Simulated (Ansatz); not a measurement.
Consider In₆Sb₅ (slab).

Input file:

```
crystal:
  lattice:
    - [4.691547418, 0.0, 0.0]
    - [0.0, 4.691547418, 0.0]
    - [0.0, 0.0, 31.5871249677]
  atoms:
    - { symbol: In, position: [0.5, 0.5, 0.2374385136] }
    - { symbol: Sb, position: [0.5, 0.0, 0.2899508108] }
    - { symbol: In, position: [0.0, 0.0, 0.3424631081] }
    - { symbol: Sb, position: [0.0, 0.5, 0.3949754054] }
    - { symbol: In, position: [0.5, 0.5, 0.4474877027] }
    - { symbol: Sb, position: [0.5, 0.0, 0.5] }
    - { symbol: In, position: [0.0, 0.0, 0.5525122973] }
    - { symbol: Sb, position: [0.0, 0.5, 0.6050245946] }
    - { symbol: In, position: [0.5, 0.5, 0.6575368919] }
    - { symbol: Sb, position: [0.5, 0.0, 0.7100491892] }
    - { symbol: In, position: [0.0, 0.0, 0.7625614864] }
basis:
  ecutwfc: 420
kpoints:
  mp_grid: { grid: [8, 8, 1] }
hamiltonian:
  xc: pbe
scf:
  occupations: { method: gaussian, width: 0.1 }
output:
  forces: true
  stress: true
  eigenvalues: true
  write_density: true
  write_potential: true
  elf: true
  volumetric_format: npy
efield:
  axis: 3
  dipole_correction: true
  ramp_width: 0.04
```

Launched as:

```sh
ansatz run input.yaml --threads 1 --pin off --max-ram 2560MiB --backend cpu --events-out ev --progress --plain --runs-dir out
```

Changed on purpose from its base cell (repeats removed: -2); not relaxed (largest force 0.6 eV/Å); computed without spin polarisation.

These are results of Ansatz, DFT PBE, scalar-relativistic, plane waves, PAW, not measurements.

> What will maps of the valence pseudo-density and electron localisation function show?

In–Sb (2.87 Å): the density is about 0.32 e/Å³ at the midpoint; the ELF reaches about 0.60 near the midpoint.

> Does the calculation give a band gap?

It is gapless in this calculation (a metal or semimetal).

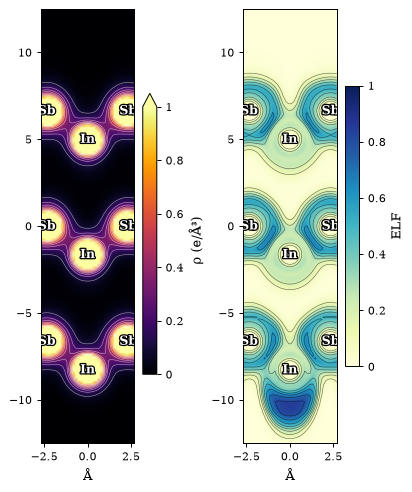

Computed valence pseudo-density and electron localisation function on the (100) plane of the calculation cell, a cut from vacuum to vacuum, in this order. 
